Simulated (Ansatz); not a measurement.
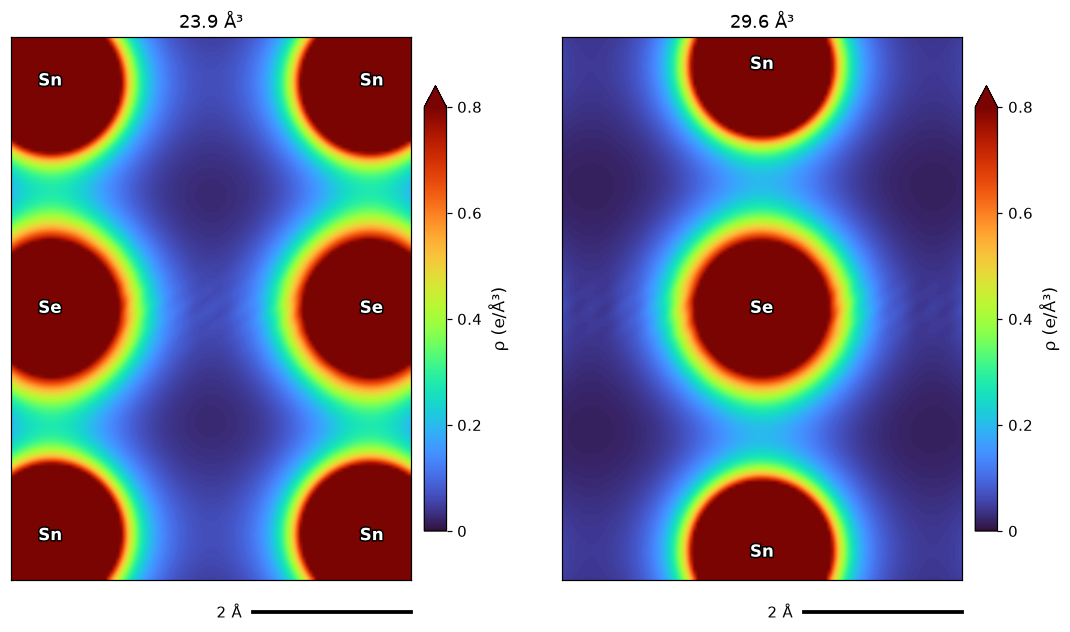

SnSe. The valence charge density (pseudo) of cells scaled evenly to different volumes (given per atom above each panel), on the (11̄0) plane of each (indices in the axes of the cell below), at one length scale and on one colour scale.

Started from the rocksalt prototype, which need not be the ambient phase.

Theory: DFT, r2SCAN, plane waves, PAW (Ansatz).

Core electrons are frozen (PAW), and the valence fields are smoothed inside the atomic spheres.

The largest cell:

```
Sn Se
1.0
     0.00000    3.09218    3.09218
     3.09218    0.00000    3.09218
     3.09218    3.09218    0.00000
Sn Se
1 1
Cartesian
  0.0000 0.0000 0.0000
  3.0922 3.0922 3.0922
```

| volume (Å³/atom) | Sn–Se contact in the plane (Å) | ρ at its midpoint (e/Å³) | pressure (GPa) | 
| --- | --- | --- | --- |
| 23.94 | 2.882 | 0.282 | 9.0 | 
| 27.88 | 3.032 | ? | ? | 
| 29.57 | 3.092 | 0.201 | −3.7 | 

What values belong in the row with question marks?

Answer. Over the known rows ln ρ falls by 1.61 per Å of Sn–Se distance (the line through the two), which gives 0.221 e/Å³ at 3.032 Å; the calculation gives 0.221 e/Å³. For the pressure, a straight line in volume between the neighbouring rows gives 0.1 GPa; the calculation gives −1.2, lower because pressure rises ever faster on compression.
